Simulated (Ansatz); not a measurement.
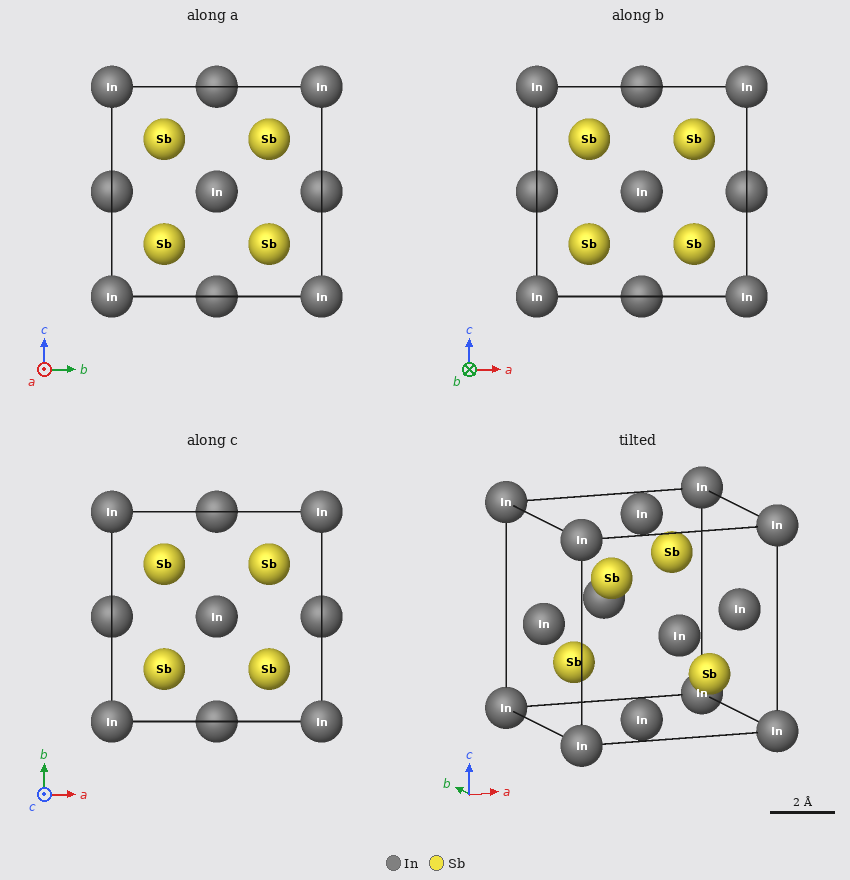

Crystal structure, spheres-only style, seen along the a axis, along the b axis, along the c axis and slightly off an axis. The lines enclose the conventional unit cell; boundary atoms appear with their images.

Lattice parameters: a = 6.5590 Å, b = 6.5590 Å, c = 6.5590 Å, α = 90.000°, β = 90.000°, γ = 90.000°.

Put the structure into a CIF with its space group and independent sites.

Answer.
```cif
data_structure
_symmetry_space_group_name_H-M 'F -4 3 m'
_symmetry_Int_Tables_number 216
_cell_length_a 6.5590
_cell_length_b 6.5590
_cell_length_c 6.5590
_cell_angle_alpha 90.000
_cell_angle_beta 90.000
_cell_angle_gamma 90.000
_cell_volume 282.17
loop_
_atom_site_label
_atom_site_type_symbol
_atom_site_symmetry_multiplicity
_atom_site_Wyckoff_symbol
_atom_site_fract_x
_atom_site_fract_y
_atom_site_fract_z
_atom_site_occupancy
In1 In 4 a 0.0000 0.0000 0.0000 1
Sb1 Sb 4 d 0.2500 0.2500 0.7500 1
```

The starting point was a structure type filled with these elements by a generator (whether the compound takes this form wasn't checked). Earlier steps of the study may have refined or changed the cell and positions. A calculation with Ansatz used it as input.
